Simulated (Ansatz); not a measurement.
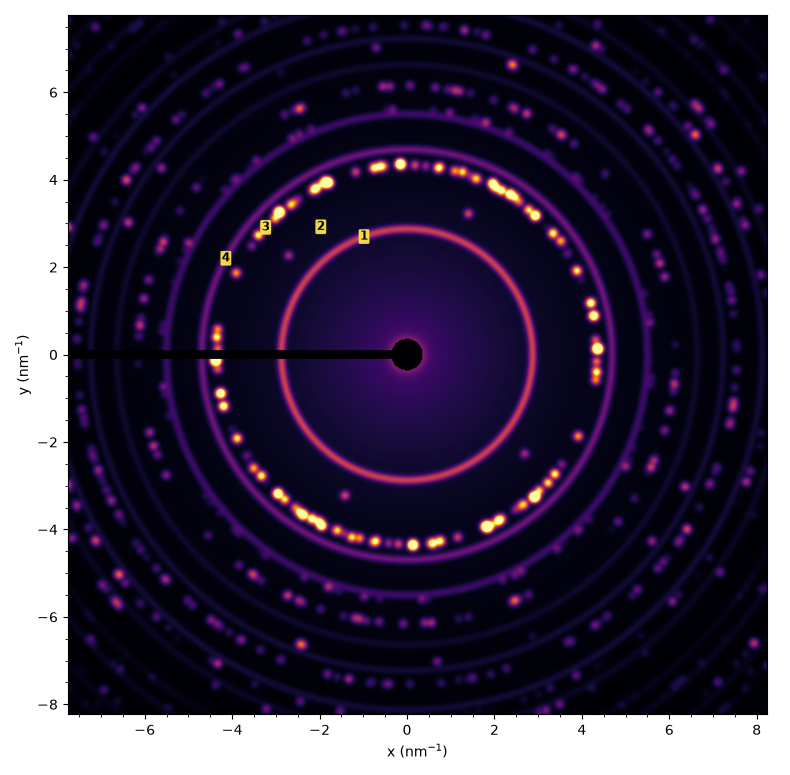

Simulated electron diffraction rings at 200 kV (λ = 0.0251 Å), scale in nm⁻¹ (radius = 1/d), for a mixture of two phases, one of them coarse-grained. Kinematic intensities with B = 0.5 Å² for all atoms, without multiple scattering; brightness goes as intensity to the power 0.6, clipped at the top. Reflections closer than the ring width show as one ring.

Phase I: Al (P6/mmm), a = 4.584 Å, b = 4.584 Å, c = 2.836 Å, α = 90.00°, β = 90.00°, γ = 120.00°; the input geometry of an electronic-structure calculation (not necessarily at equilibrium); the starting structure was generated, so it need not be a known form of this composition.
Phase II: Al (Fd-3m), a = 6.027 Å, b = 6.027 Å, c = 6.027 Å, α = 90.00°, β = 90.00°, γ = 90.00°; the end point of a relaxation with DFT, r2SCAN, plane waves (500 eV) with PAW, scalar-relativistic (Ansatz); the starting structure was generated, so it need not be a known form of this composition.
Volume fractions 0.6 and 0.4.

Assign each numbered ring to its phase and index it.

| ring | radius | d (Å) | phase | hkl |
| --- | --- | --- | --- | --- |
| 1 | 2.87 nm⁻¹ | 3.48 | II | 111 |
| 2 | 3.53 nm⁻¹ | 2.84 | I | 001 |
| 3 | 4.35 nm⁻¹ | 2.31 + 2.29 | I | 101 + 110 |
| 4 | 4.69 nm⁻¹ | 2.13 | II | 220 |

Which phase is the coarse-grained one?

Phase I (Al, P6/mmm): its rings are broken into spots, those of phase II are continuous.
